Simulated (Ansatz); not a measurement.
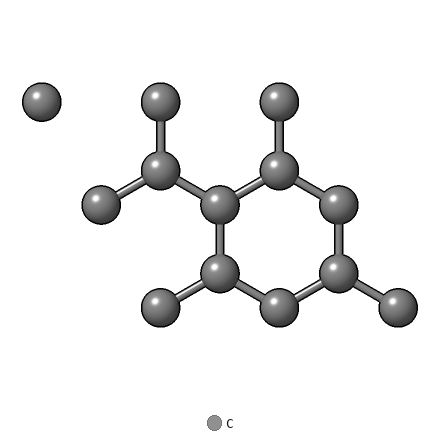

The system is H on a C(001) slab cut from the P6_3/mmc phase, its upper half relaxed before the scan (32 atoms of substrate and one adsorbate in a 2 × 2 cell); the picture shows it without the atoms that are moved over the map. H is moved over the surface cell at a fixed height above a rigid substrate; the origin of the map has the adsorbate above C25; the height is held at 2.50 Å. Places are given modulo a cell vector. The map is drawn in real space over the plane of the surface. The grid has 6 × 6 points; 10 points were computed and 26 follow by symmetry. Places are given in fractions of the 1 × 1 surface cell. All energies are given in meV relative to the lowest grid point. At a fixed height the lowest place need not be the adsorption site. Theory: DFT PBE+D3(BJ), scalar-relativistic, plane waves, PAW in Ansatz. Settings: cutoff 420 eV, k-mesh 6×6×1, gaussian smearing 0.05 eV, spin-polarised.

Range: position of H33 along the first surface vector from 0.000 to 0.833; position of H33 along the second surface vector from 0.000 to 0.833.

Question: What landscape does the calculation give?

Answer: The lowest grid point is at a sixfold hollow, (2/6, 4/6) of the cell vectors. The highest grid point, a bridge site between two C atoms, (2/6, 1/6) of the cell vectors, lies 15.2 meV above the lowest. On the interpolated surface the easiest way out of the lowest well to its copy in the next cell or period passes a barrier of about 14 meV. At the lowest point the adsorbate has 6 C at 2.89 Å as nearest neighbours, at the highest 2 C at 2.60 Å.

```csv
"second ↓, first →",0/6,1/6,2/6,3/6,4/6,5/6
5/6,14.9,9.6,4.1,4.1,9.6,14.9
4/6,10.9,4.1,0.0,4.1,10.9,15.2
3/6,8.6,4.1,4.1,8.6,13.0,13.0
2/6,10.9,9.6,10.9,13.0,13.7,13.0
1/6,14.9,14.9,15.2,13.0,13.0,15.2
0/6,14.5,14.9,10.9,8.6,10.9,14.9
```

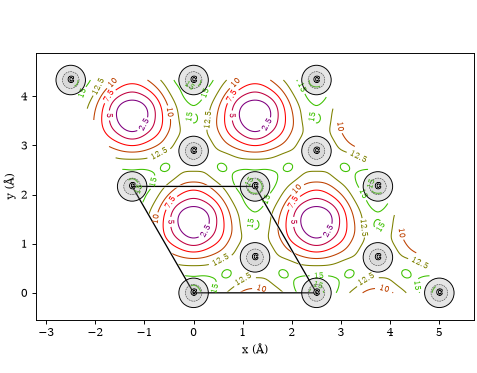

Drawn: contour lines labelled in meV, labelled circles for the atoms of the top layer and small ones for the second layer, the outline of one cell of the 2 × 2 shown. Between grid points the surface is interpolated.

The whole map (10 points run) took 25 min on 4 threads of Arm Neoverse V1 (shared host).

PAW datasets: the set soft_1.
